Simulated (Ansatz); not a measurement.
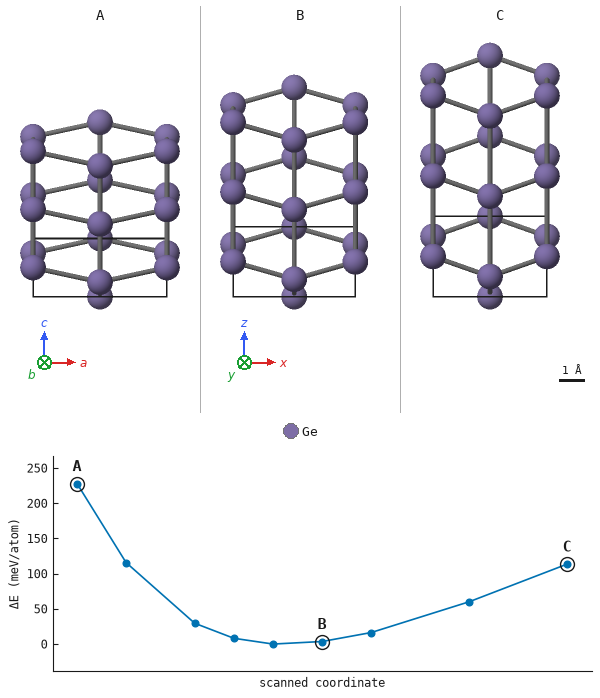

A scan of crystalline Ge (I4_1/amd) along one coordinate. x, y and z are the Cartesian axes of the input. A ball-and-stick model of the conventional cell (2 times the calculation's cell), repeated 1 × 2 × 3 with one cell outlined, seen along the b axis. Lengths and directions refer to the drawn axes.

Computed with Ansatz 0.2.0, DFT PBEsol, scalar-relativistic, plane waves, PAW. Settings: plane-wave cutoff 420 eV; k-point mesh 22 × 22 × 22; occupations gaussian; smearing width 0.15 eV; no spin polarisation. Energies (free energies at the smearing named) are counted from the cell as listed in its source, which wasn't relaxed.

Which coordinate changes from frame to frame?

Answer. The ratio of the cell's length along z to its lengths across, counted as 1 for the reference, is changed at fixed volume (a c/a path), with the atoms kept at their fractional coordinates. In the frames the relative ratio is 0.80 (A), 1.05 (B), 1.30 (C). Of the computed points the lowest is at the relative ratio 1.00, 0.0 meV/atom. The unrelaxed reference is under a pressure of −0.7 GPa. The distortion keeps the space group I4_1/amd. At the relative ratio 1.30 the cell of the drawing goes a 5.149 → 4.718 Å, b 5.149 → 4.718 Å, c 2.795 → 3.329 Å.
